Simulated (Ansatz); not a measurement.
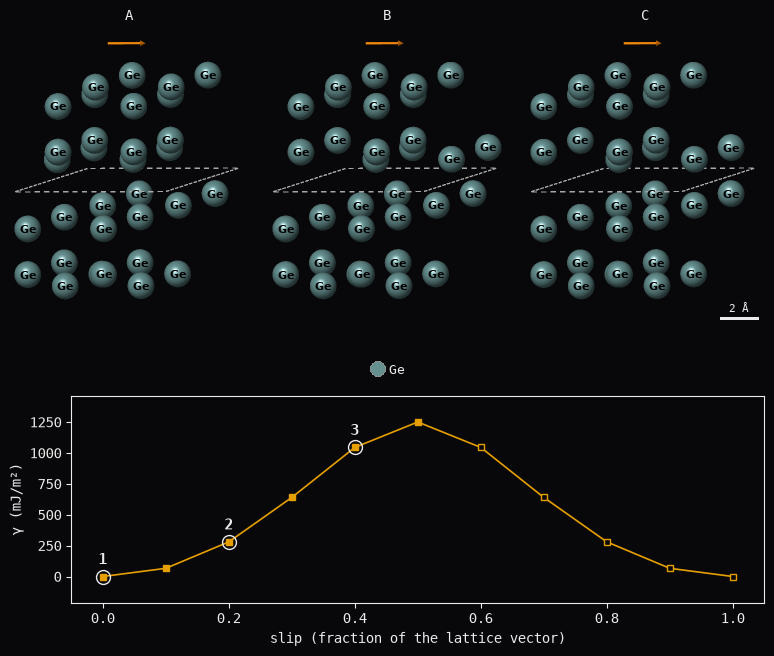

Energy scan for a crystal of Ge (P6_3/mmc), in which the crystal above a cut along the (0 0 1) plane of the conventional cell (between a plane of Ge below and one of Ge above, 2.47 Å apart) is slid rigidly by fractions of an in-plane lattice vector 4.00 Å long (a generalised stacking fault). One cut stands in each cell, which starts 13.1 Å high; nothing is relaxed, and the dashed outline marks the cut, the arrow on top the direction of slip. The frames are shuffled; the numbered points of the plot belong to them. Hollow markers are points alike by symmetry, not computed again. Style: spheres-only. Shown: the layers on both sides of the cut, from the side, nearly along the cut plane.

All numbers below come from Ansatz 0.2.0, DFT PBEsol, scalar-relativistic, plane waves, PAW. (plane-wave cutoff 420 eV; k-point mesh 11 × 11 × 3; occupations gaussian; smearing width 0.15 eV; no spin polarisation). Energies (free energies at the smearing named) are counted from the relaxed crystal.

> Which frame belongs to which numbered point?

Point 1 is frame C (the slip 0.00, 0 mJ/m²); 2 is frame B (the slip 0.20, 280 mJ/m²); 3 is frame A (the slip 0.40, 1044 mJ/m²). The curve starts and ends at zero, since a full lattice vector restores the crystal. Its highest computed point is 1250 mJ/m² at slip 0.50, which the unstable stacking-fault energy of this rigid path equals or slightly exceeds. No local minimum shows among the points, so there is no metastable fault on this line. The path is symmetric about half-way. Relaxation across the fault would lower the values.
